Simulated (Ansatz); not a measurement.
## Electronic structure of CuNi$_{2}$ in real space

The calculation's input:

```
crystal:
  lattice:
    - [0.0, 2.7125698557, 2.7125698557]
    - [2.7125698557, 0.0, 2.7125698557]
    - [2.7125698557, 2.7125698557, 0.0]
  atoms:
    - { symbol: Cu, position: [0.0, 0.0, 0.0] }
    - { symbol: Ni, position: [0.25, 0.25, 0.25], spin: 0.53 }
    - { symbol: Ni, position: [0.75, 0.75, 0.75], spin: 0.53 }
basis:
  ecutwfc: 420
kpoints:
  mp_grid: { grid: [14, 14, 14] }
hamiltonian:
  xc: pbe
scf:
  occupations: { method: gaussian, width: 0.1 }
output:
  forces: true
  stress: true
  eigenvalues: true
  populations: true
  write_density: true
  write_potential: true
  elf: true
  volumetric_format: npy
magnetization:
  spin_polarized: true
relax:
  adjacent_minimum: "off"
  f_tol: 0.01
  max_steps: 80
  cell: { stress_tol: 0.05 }
```

Command:

```sh
ansatz run input.yaml --threads 1 --pin off --max-ram 2560MiB --backend cpu --events-out ev --progress --plain --runs-dir out
```

Below, planes, directions and counts refer to the conventional cell (a = 5.43 Å, b = 5.43 Å, c = 5.43 Å, α = 90.00°, β = 90.00°, γ = 90.00°).

The fields are those of the relaxed geometry.

Space group Fm-3m; started from the fluorite_225 prototype, which need not be the ambient phase; spin-polarised.

Theory: DFT PBE, scalar-relativistic, plane waves, PAW in Ansatz 0.2.0.

In a PAW calculation such maps are meaningful between the atoms, not at the nuclei.

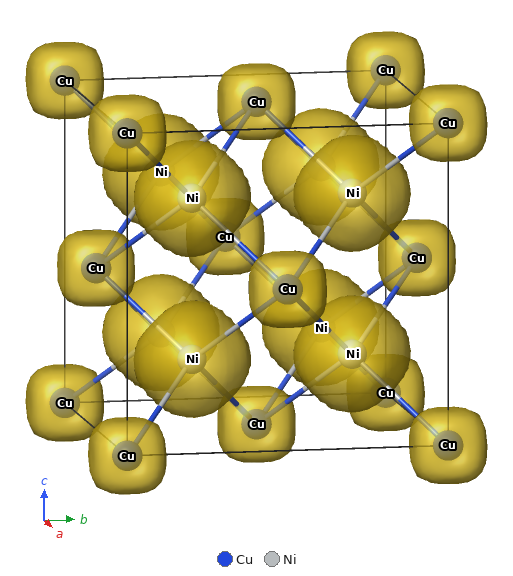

Figure 1. Isosurfaces of the spin density at +0.01 (yellow) and −0.01 e/Å³ (cyan), seen slightly off an axis. Sticks mark near contacts.

**Where is the spin, and how is it ordered?**

The spin density sits on Ni: +0.5 μB (×8) in one cell of 12 atoms, with smaller moments on Cu (up to +0.08 μB): parallel moments (a ferromagnetic arrangement) in this solution. The cell of the calculation (3 atoms) carries 1.0 μB of net spin moment. Only one sign reaches the isovalue.

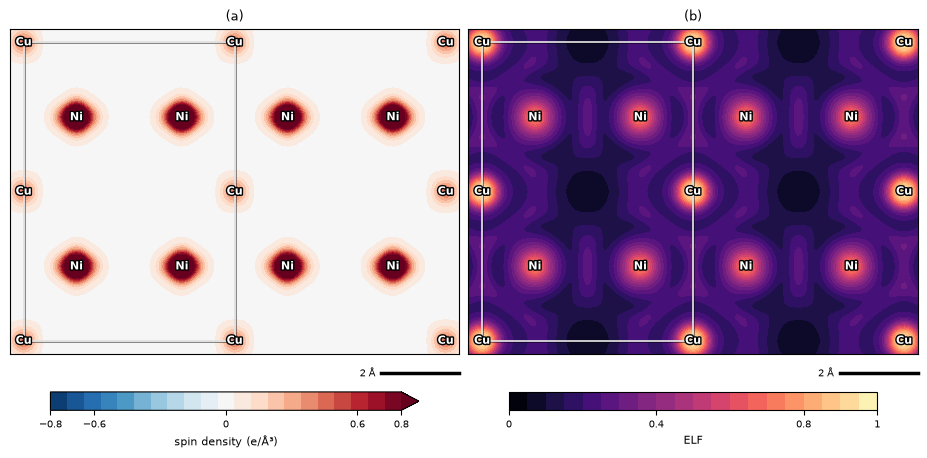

Figure 2. (a) spin density (up minus down); (b) electron localisation function on the (011) plane of the conventional cell.

**What do the fields say about this system?**

The plane passes through Cu and Ni nuclei.
Cu–Ni (2.35 Å): the ELF is about 0.25 at the midpoint; no shared electron pair shows on this line.
The features right at Cu and Ni lie inside the PAW spheres, where the map follows smoothed inner orbitals and isn't to be read closely.

**Metal or insulator at this level of theory?**

It is metallic or semimetallic at this level of theory: no gap opens.
